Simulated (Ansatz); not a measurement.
**Formation energy and levels of the interstitial Cu_i (void) in AlN (P6_3mc)**

Charge states of Cu_i (void) in AlN (P6_3mc), set against the band edges. Model: a cell of 72 host atoms with 1 Cu put in.

Main program and level: Ansatz 0.2.0; place-levels on r2SCAN runs: charge-transition levels and formation energies with image-charge correction and potential alignment at the atomic sites; PAW set soft_1.

## Step 1: The starting structure

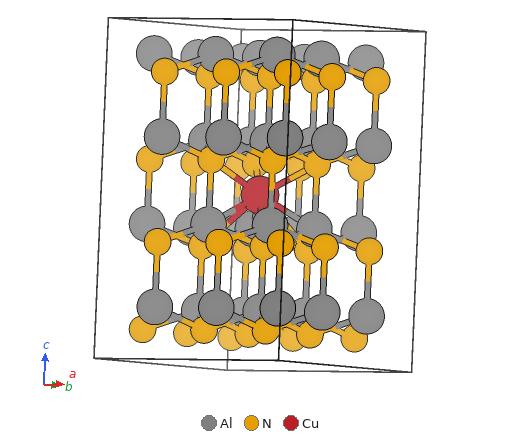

The starting structure, seen slightly off an axis (aluminium grey, nitrogen orange, copper red). Bonds to atoms that aren't drawn are left out.

The cell holds 73 atoms: 36 Al, 36 N and 1 Cu. Its edges and angles: a = 9.320 Å, b = 9.320 Å, c = 9.956 Å, α = 90.0°, β = 90.0°, γ = 120.0°. It derives from AlN (space group P6_3mc). Nearest the centre at fractional (0.667, 0.667, 0.345): Cu73 at 0.00 Å, Al65 at 2.03 Å, N67 at 2.03 Å, Al41 at 2.03 Å, N43 at 2.03 Å, N35 at 2.03 Å, Al33 at 2.03 Å, Al66 at 2.36 Å.

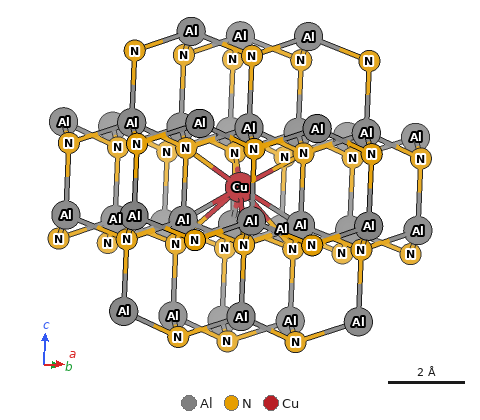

The atoms within 5 Å of the centre.

As a file:

```xyz
73
Lattice="9.3196 0.0000 0.0000 -4.6598 8.0710 0.0000 0.0000 0.0000 9.9565" Properties=species:S:1:pos:R:3 pbc="T T T"
Al    1.5533    0.8968    2.4852
Al    0.0000    1.7936    4.9743
N     1.5533    0.8968    4.3848
N     0.0000    1.7936    1.8957
Al    1.5533    0.8968    7.4634
Al    0.0000    1.7936    9.9525
N     1.5533    0.8968    9.3631
N     0.0000    1.7936    6.8739
Al    0.0000    3.5871    2.4852
Al   -1.5533    4.4839    4.9743
N     0.0000    3.5871    4.3848
N    -1.5533    4.4839    1.8957
Al    0.0000    3.5871    7.4634
Al   -1.5533    4.4839    9.9525
N     0.0000    3.5871    9.3631
N    -1.5533    4.4839    6.8739
Al   -1.5533    6.2774    2.4852
Al   -3.1065    7.1742    4.9743
N    -1.5533    6.2774    4.3848
N    -3.1065    7.1742    1.8957
Al   -1.5533    6.2774    7.4634
Al   -3.1065    7.1742    9.9525
N    -1.5533    6.2774    9.3631
N    -3.1065    7.1742    6.8739
Al    4.6598    0.8968    2.4852
Al    3.1065    1.7936    4.9743
N     4.6598    0.8968    4.3848
N     3.1065    1.7936    1.8957
Al    4.6598    0.8968    7.4634
Al    3.1065    1.7936    9.9525
N     4.6598    0.8968    9.3631
N     3.1065    1.7936    6.8739
Al    3.1065    3.5871    2.4852
Al    1.5533    4.4839    4.9743
N     3.1065    3.5871    4.3848
N     1.5533    4.4839    1.8957
Al    3.1065    3.5871    7.4634
Al    1.5533    4.4839    9.9525
N     3.1065    3.5871    9.3631
N     1.5533    4.4839    6.8739
Al    1.5533    6.2774    2.4852
Al    0.0000    7.1742    4.9743
N     1.5533    6.2774    4.3848
N     0.0000    7.1742    1.8957
Al    1.5533    6.2774    7.4634
Al    0.0000    7.1742    9.9525
N     1.5533    6.2774    9.3631
N     0.0000    7.1742    6.8739
Al    7.7663    0.8968    2.4852
Al    6.2130    1.7936    4.9743
N     7.7663    0.8968    4.3848
N     6.2130    1.7936    1.8957
Al    7.7663    0.8968    7.4634
Al    6.2130    1.7936    9.9525
N     7.7663    0.8968    9.3631
N     6.2130    1.7936    6.8739
Al    6.2130    3.5871    2.4852
Al    4.6598    4.4839    4.9743
N     6.2130    3.5871    4.3848
N     4.6598    4.4839    1.8957
Al    6.2130    3.5871    7.4634
Al    4.6598    4.4839    9.9525
N     6.2130    3.5871    9.3631
N     4.6598    4.4839    6.8739
Al    4.6598    6.2774    2.4852
Al    3.1065    7.1742    4.9743
N     4.6598    6.2774    4.3848
N     3.1065    7.1742    1.8957
Al    4.6598    6.2774    7.4634
Al    3.1065    7.1742    9.9525
N     4.6598    6.2774    9.3631
N     3.1065    7.1742    6.8739
Cu    3.1065    5.3807    3.4350
```

The host's dielectric constants go in as inputs: (4.49, 4.49, 4.72) for the electrons alone, (8.15, 8.15, 9.65) with the ions, computed on the host (DFPT, PBEsol, on the r2SCAN cell), and a cell off the functional's own equilibrium shifts the ionic part.

The cell's shortest repeat is 9.3 Å.

## Step 2: What was run first

Levels follow from differences of total energies between charge states, each relaxed by itself.

Random displacements of about 0.05 Å break the site symmetry at the start, so that the relaxation can reach a distorted minimum if there is one. Forces are taken at one point at (¼, ¼, ¼). The cell holds 1 electron fewer than the neutral one, with a uniform background that keeps it neutral on the whole.

The sampling was tested on the host first: at the k-points planned (1x1x1 shifted 0.25 0.25 0.25) its energy lies -0.014 eV an atom from the dense-mesh value, under the bound of 0.02 eV set for this test; that bounds the host's error, not the defect's.

One state's input; the others differ in charge, spin, start and seed, and in occupations where the table says so.

Input file qp1.relax/input.yaml:

```yaml
crystal:
  lattice:
    - [3.10652185, 3.0e-08, 0.0]
    - [-1.55326095, 2.69032682, 0.0]
    - [0.0, 0.0, 4.97823886]
  atoms:
    - { symbol: Al, position: [0.66666667, 0.33333333, 0.49920333] }
    - { symbol: Al, position: [0.33333333, 0.66666667, 0.99920333] }
    - { symbol: "N", position: [0.66666667, 0.33333333, 0.88079667] }
    - { symbol: "N", position: [0.33333333, 0.66666667, 0.38079667] }
  supercell: [3, 3, 2]
  defects:
    - { interstitial: { symbol: Cu, position: [0.666667, 0.666667, 0.345] } }
total_charge: 1
basis:
  ecutwfc: 500
  xc_grid: 2
hamiltonian:
  xc: r2scan
  pseudopotentials: { kind: paw, azcp: { folder: soft_1 } }
kpoints:
  mp_grid: { grid: [1, 1, 1], shift: [0.25, 0.25, 0.25] }
scf:
  occupations: { method: fixed }
  max_iter: 60
output:
  forces: true
  charged_corrections: { epsilon: [4.49, 4.49, 4.72], static_epsilon: [8.15, 8.15, 9.65] }
relax:
  f_tol: 0.02
  max_steps: 80
  random_displacement: { amplitude: 0.05, seed: 4347 }
checkpoint:
  write: "../qp1.relax.run"
  compress: false
  write_wavefunctions: true
  write_every: 100000
```

On the command line:

```bash
$ ansatz run input.yaml --threads 4 --pin off --max-ram 7536MiB --backend cpu --events-out ev --progress --plain --runs-dir out
```

The relaxed structure is kept and the sampling changed to a 2×2×2 shifted mesh.

The run of this state that the levels use, under r2SCAN:

Input file qp1.point/input.yaml:

```yaml
crystal:
  checkpoint: "../qp1.relax.run"
  host: checkpoint
total_charge: 1
basis:
  ecutwfc: 500
  xc_grid: 2
hamiltonian:
  xc: r2scan
  pseudopotentials: { kind: paw, azcp: { folder: soft_1 } }
kpoints:
  mp_grid: { grid: [2, 2, 2], shift: [0.5, 0.5, 0.5] }
scf:
  occupations: { method: fermi_dirac, width: 0.01 }
  max_iter: 60
output:
  forces: true
  eigenvalues: true
  charged_corrections:
    epsilon: [4.49, 4.49, 4.72]
    static_epsilon: [8.15, 8.15, 9.65]
    defect_position: [0.666667, 0.666667, 0.345]
  eigenstates: { localisation: true }
  populations: true
  band_densities: [{ bands: [v1, v1] }, { bands: [c1, c1] }]
  write_density: true
  write_potential: true
  volumetric_format: npy
  elf: true
checkpoint:
  read: "../qp1.relax.run"
  write: "../qp1.point.run"
  compress: false
  write_wavefunctions: false
  write_every: 100000
```

Relaxations under r2SCAN at one point at (¼, ¼, ¼); times on 4 threads of Arm Neoverse V1, shared host:

```tsv
charge	moment (μB)	occupations	outcome	steps	largest displacement against the far atoms (Å)	time
0	1	fixed	converged	8	0.45	4.7 min
+1	0	fixed	converged	6	0.33	1.7 min
+2	1	fixed	converged	14	0.22	8.1 min
```

Single points under r2SCAN at a 2×2×2 shifted mesh; times on 4 threads of Arm Neoverse V1, shared host:

```tsv
charge	moment (μB)	occupations	outcome	time
0	1	fermi-dirac	converged	3.8 min
+1	0	fermi-dirac	converged	92 s
+2	1	fermi-dirac	converged	3.1 min
```

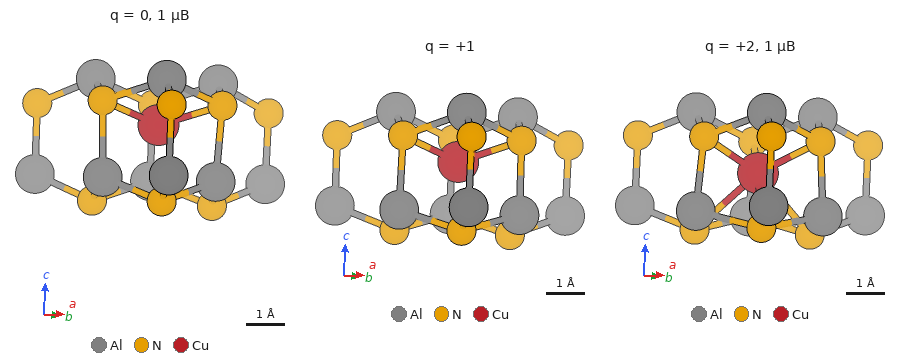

The structures near the centre after relaxation with r2SCAN, by charge.

Distances (Å) from Cu73 to the nearest atoms after relaxation with r2SCAN:

```tsv
charge	moment (μB)	1.	2.	3.	4.	5.	6.
0	1	N 1.95	N 1.95	N 1.95	Al 2.24	Al 2.25	Al 2.25
+1	0	N 1.95	N 1.95	N 1.95	Al 2.30	Al 2.30	Al 2.30
+2	1	N 1.98	N 2.01	N 2.01	Al 2.24	Al 2.24	N 2.25
```

## Step 3: Placing the levels, r2SCAN

A charged cell interacts with its images and the background, and its potential has another zero than the host's. place-levels removes the first by a point-charge model, screened by the static dielectric constant since the ions have relaxed around the charge, and the second by comparing potentials at atoms far from the defect.

The host is a run of the defect-free crystal in the same cutoffs, grids and k-points, so that basis and sampling errors cancel in part in the differences. The host is run in a cell of 8 atoms on a matching mesh. Its band edges are searched through the zone by a band path, so the gap is smaller than, or equal to, that on the mesh. Chemical potentials are energies per atom of Cu (fcc), run with the same functional and cutoff.

Input file levels.point.yaml:

```yaml
host:
  run: host.point.run
states: [q0_M1.point.run, qp1.point.run, qp2_M1.point.run]
geometry_from:
  q0_M1.point.run: q0_M1.relax.run
  qp1.point.run: qp1.relax.run
  qp2_M1.point.run: qp2_M1.relax.run
  host.point.run: host.relax.run
chemical_potentials:
  Cu:
    energy: -6631.253193
    dataset: "<sha256 of the dataset>"
epsilon: [4.49, 4.49, 4.72]
static_epsilon: [8.15, 8.15, 9.65]
vertical:
  - { from: qp1.point.run, to: qp1.point_neutral.run }
  - { from: qp2_M1.point.run, to: qp2_M1.point_neutral.run }
```

On the command line:

```bash
$ ansatz place-levels levels.point.yaml -- --threads 4 --pin off --max-ram 7536MiB
```

Numbers of over 12 decimals in the logs are rounded to 6 here.

What it wrote:

```text
[... repeated set-up lines and file paths are left out, and long positions are rounded to six places ...]
(+2/+1) 0.083 eV beneath the valence edge (-0.199 eV without the band-filling correction), in the valence band
(+1/0) 4.306 eV above the valence edge, 0.572 eV under the conduction edge
formation energy of charge +2: +3.209 eV with the Fermi level at the valence edge
formation energy of charge +1: +3.126 eV with the Fermi level at the valence edge
formation energy of charge 0: +7.432 eV with the Fermi level at the valence edge
vertical +1 to 0: no energy, since no alignment is typed
  the change from vertical[0].from (qp1.point.run) to vertical[0].to (qp1.point_neutral.run): by its potential at epsilon [4.49, 4.49, 4.72] it stands at 0.681 0.653 0.294, with an rms radius of about 2.9 Å (1.6 1.6 1.8 Å across the planes of the cell's [...]
vertical +2 to 0: no energy, since no alignment is typed
  the change from vertical[1].from (qp2_M1.point.run) to vertical[1].to (qp2_M1.point_neutral.run): by its potential at epsilon [4.49, 4.49, 4.72] it stands at 0.665 0.669 0.344, with an rms radius of about 3.3 Å (1.8 1.8 2.1 Å across the planes of the cell's [...]
  edges by r2scan, gap 4.878 eV; the host is sampled to repeats of 18.64 Å
  the defect's cells are sampled to repeats of 18.64 Å, like sampling
  charge +2: -40067.2760 eV with its correction of +1.603 eV, at epsilon [8.15, 8.15, 9.65], aligned at sites: +0.2757 eV, mean over 36 atomic sites at or beyond 4.66 Å from the defect at [0.6667, 0.6667, 0.3450], with -0.006424 for the charge's moments and [...]
  charge +1: -40060.5572 eV with its correction of +0.562 eV, at epsilon [8.15, 8.15, 9.65], aligned at sites: +0.2965 eV, mean over 36 atomic sites at or beyond 4.66 Å from the defect at [0.6667, 0.6667, 0.3450], with -0.000000 for the charge's moments and [...]
  charge 0: +0.017 eV for its dipole among its images, +0.000 omitted
  of states[2] (qp2_M1.point.run): it parts from the run at its places by a charge that spreads by about 1.8 Å along one vector (1.4 Å or more is wide), by its potential at epsilon [4.49, 4.49, 4.72], taken for that of held ions (one typed too small widens [...]
  of states[1] (qp1.point.run): it parts from the run at its places by a charge that spreads by about 1.6 Å along one vector (1.4 Å or more is wide), by its potential at epsilon [4.49, 4.49, 4.72], taken for that of held ions (one typed too small widens it), [...]
  of states[0] (q0_M1.point.run): its displacements don't fall off away from the defect: farther atoms stand 0.018 Å off the host's places. [...]
  of vertical[0].from (qp1.point.run): its displacements don't fall off away from the defect: farther atoms stand 0.014 Å off the host's places. [...]
  of vertical[0].to (qp1.point_neutral.run): its displacements don't fall off away from the defect: farther atoms stand 0.014 Å off the host's places. [...]
  of vertical[1].from (qp2_M1.point.run): its displacements don't fall off away from the defect: farther atoms stand 0.022 Å off the host's places. [...]
  of vertical[1].to (qp2_M1.point_neutral.run): its displacements don't fall off away from the defect: farther atoms stand 0.022 Å off the host's places. [...]
```

Run time: 0.39 s. Hardware: 4 threads of Arm Neoverse V1, shared host.

Levels between the charges placed, in eV above the valence top:

```tsv
	gap (eV)	(+2/+1)	(+1/0)
r2SCAN	4.88	-0.08	4.31
```

Corrections by state:

```tsv
charge	moment (μB)	image terms and alignment (eV)	band filling (eV)	ε used	over the lowest of its charge, as the program ranks them, band filling apart (eV)
+2	1.0	1.603	-0.116	principal values (8.15, 8.15, 9.65)	0.000
+1	0.0	0.562	-	principal values (8.15, 8.15, 9.65)	0.000
0	1.0	0.017	-	-	0.000
```

The charged structures listed were also run neutral, and place-levels reads from each pair, by the potential or the spins, how wide the charge is by which they differ; that can be the carrier of either run.

```tsv
charge	rms radius (Å)	spread where it is widest against the cell (Å)	wide from (Å)	reading
+2	3.3	1.82	1.40	wide
+1	2.9	1.60	1.40	wide
```

The neutral runs of these pairs need not share the spin of the lowest neutral state, and very wide values only mean spread over the cell.

From the program's caveats on the states, each cut to its opening words:

- charge +2 (1 μB): it parts from the run at its places by a charge that spreads by about 1.8 Å along one vector (1.4 Å or more is wide), by its potential at epsilon [4.49, 4.49, [...]
- charge +2 (1 μB): a band-filling correction moves a carrier to the host's band edge, which changes its energy by -0.116 eV
- charge +2 (1 μB): its displacements don't fall off away from the defect: farther atoms stand 0.022 Å off the host's places
- charge +2 (1 μB), 0 (1 μB): flagged: stability check not made
- charge +1: it parts from the run at its places by a charge that spreads by about 1.6 Å along one vector (1.4 Å or more is wide), by its potential at epsilon [4.49, 4.49, [...]
- charge +1: its displacements don't fall off away from the defect: farther atoms stand 0.014 Å off the host's places
- charge 0 (1 μB): its displacements don't fall off away from the defect: farther atoms stand 0.018 Å off the host's places

The host's formation energy from the elements is -1.627 eV per atom; it sets how far the chemical potentials can move.

Limit set by the element alone; other compounds of these elements are not counted. Chemical potentials from the elements' reference states: Al 0.00 eV, N -3.25 eV, Cu 0.00 eV. Formation energies (Al-rich), with the Fermi level at the valence top and at the conduction bottom (gap 4.88 eV):

```tsv
charge	at valence top (eV)	at conduction bottom (eV)	correction included (eV)
+2	3.21	12.96	1.49
+1	3.13	8.00	0.56
0	7.43	7.43	0.02
```

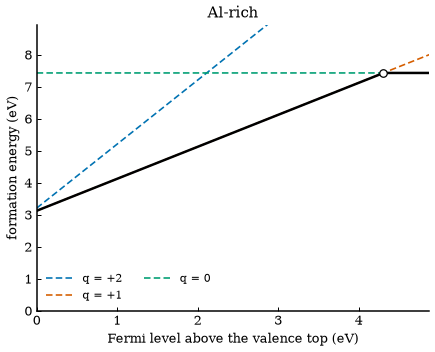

Formation energy against Fermi level; the thick line follows the lowest charge state and circles mark the transition levels.

Limit set by the element alone; other compounds of these elements are not counted. Chemical potentials from the elements' reference states: N 0.00 eV, Al -3.25 eV, Cu 0.00 eV. Formation energy by charge state (N-rich; gap 4.88 eV):

```tsv
charge	at valence top (eV)	at conduction bottom (eV)	correction included (eV)
+2	3.21	12.96	1.49
+1	3.13	8.00	0.56
0	7.43	7.43	0.02
```

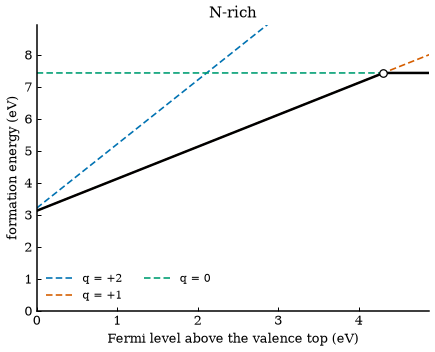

Formation energy against Fermi level; the thick line follows the lowest charge state and circles mark the transition levels.

The charge transition levels (eV, zero at the valence-band top of the host):

```tsv
	conduction bottom	valence top
Cu_i (void)	4.88	0.00
```

```tsv
	level	energy (eV)
Cu_i (void)	(+2/+1)	-0.08
Cu_i (void)	(+1/0)	4.31
```

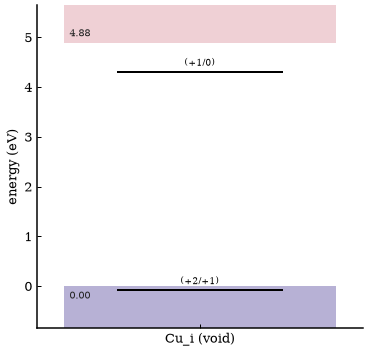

Charge transition levels. Shaded: valence and conduction bands.

## Step 4: The same at the relaxations' own k-points

The relaxations' own energies give the levels at their sampling, for comparison.

Input file levels.relax_mesh.yaml:

```yaml
host:
  run: host.relax.run
states: [q0_M1.relax.run, qp1.relax.run, qp2_M1.relax.run]
chemical_potentials:
  Cu:
    energy: -6631.253193
    dataset: "<sha256 of the dataset>"
```

On the command line:

```bash
$ ansatz place-levels levels.relax_mesh.yaml -- --threads 4 --pin off --max-ram 7536MiB
```

What it wrote:

```text
[...]
(+1/0) 4.348 eV above the valence edge, 0.538 eV under the conduction edge
formation energy of charge +2: +3.201 eV with the Fermi level at the valence edge
formation energy of charge +1: +3.104 eV with the Fermi level at the valence edge
formation energy of charge 0: +7.451 eV with the Fermi level at the valence edge
  edges by r2scan, gap 4.886 eV; the host is sampled to repeats of 13.64 Å
[... the lines on each state left out ...]
```

Elapsed: 0.13 s, on 4 threads.

Levels between neighbouring charges, in eV above the valence top:

```tsv
	gap (eV)	(+2/+1)	(+1/0)
one point at (¼, ¼, ¼)	4.89	-0.10	4.35
a 2×2×2 shifted mesh	4.88	-0.08	4.31
```

Going from one point at (¼, ¼, ¼) to a 2×2×2 shifted mesh moves the levels that carry no band-filling term by up to 0.04 eV and formation energies against the elements by up to 0.02 eV; band-filling terms, which differ between samplings, are in these energies.

## Step 5: Summary of results

```yaml
gap_of_the_host: 4.88 eV (r2SCAN)
level_plus_2_plus_1: 0.08 eV below the valence top (-0.20 eV above the valence top without the band-filling term)
level_plus_1_over_0: 4.31 eV above the valence top
lowest_of_the_charges_placed_just_above_the_valence_top_0p02_ev: +1
lowest_of_the_charges_placed_just_below_the_conduction_bottom_0p02_ev: 0
lowest_formation_energy_at_mid_gap_of_the_charges_run_al_rich: 5.56 eV
lowest_formation_energy_at_mid_gap_of_the_charges_run_n_rich: 5.56 eV
```

In words: Of the charges placed (0, +1 and +2), the lowest changes at 4.31 eV (+1/0) above the valence top, in a gap of 4.88 eV. Charges below 0 were not placed, so these runs say nothing of levels that involve them. States placed: +2 at 1 μB; +1 at 0 μB; 0 at 1 μB. Other spin states or structures, where not listed, weren't placed. The program finds carriers beyond a band edge of the host and adds a band-filling term at charge +2 (-0.12 eV); steps to such a charge show no bound level, and a defect level inside a band would be read the same way. Corrections reach 1.6 eV, so the cell is small for these charges and their levels are rough. Cu is taken at its element; compounds, which aren't counted here, bound the chemical potentials and would shift these formation energies. Going from one point at (¼, ¼, ¼) to a 2×2×2 shifted mesh moves the levels that carry no band-filling term by up to 0.04 eV and formation energies against the elements by up to 0.02 eV; band-filling terms, which differ between samplings, are in these energies. Keep in mind: r2SCAN makes the gap too small and tends to spread out bound carriers; where a gas molecule sets a chemical potential or the host's formation energy, its binding is uncorrected.

[Logs are printed without paths, hosts, clocks, repeated set-up lines and the standing remarks that a program may print on its own settings, such as how far it seeks lower states.]

[Hosts, paths, dates, database ids (printed as entryN), source tags and the programs' standing remarks are cut or masked in the printed files.]

[Where a table of states has a column of steps, it counts the stored structures, which are thinned; the runs took as many ionic steps or more.]

[A defect's name tells the site on which it was built; relaxed atoms can leave that site.]

[For some hosts the program warned that the k-mesh of the response run may be too coarse for force constants and the static dielectric constant; such warnings are not shown here.]
